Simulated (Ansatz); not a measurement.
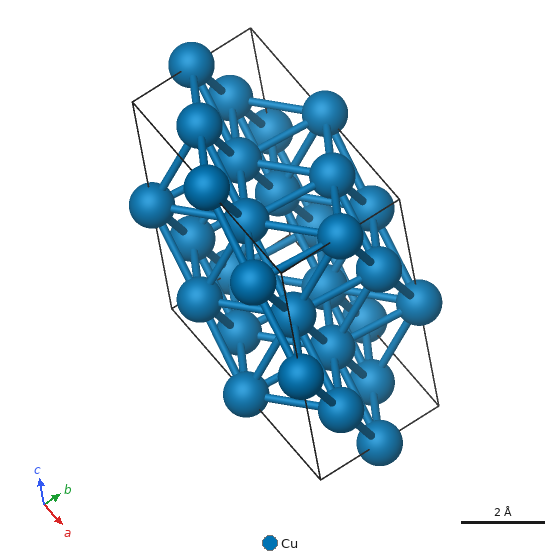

View slightly off an axis, drawn as a ball-and-stick model. The frame is the supercell; atoms at its boundary are shown with their periodic copies. The host is Cu, in a cell of 16 sites, and the cell is neutral.

Question: Which defect is modelled here, and what are its neighbours?

Answer: A copper vacancy. Around the empty site lie twelve Cu at about 2.5 Å.

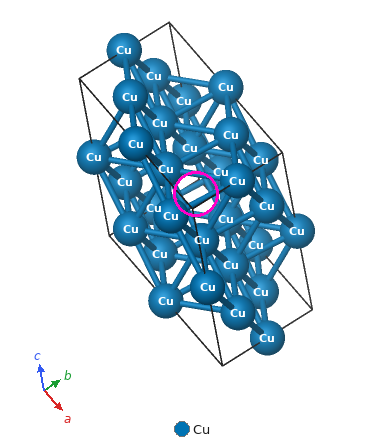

The same cell with a ring at the defect's site.

The atoms were relaxed in the host's cell with DFT PBE, scalar-relativistic, plane waves, PAW in Ansatz 0.2.0.
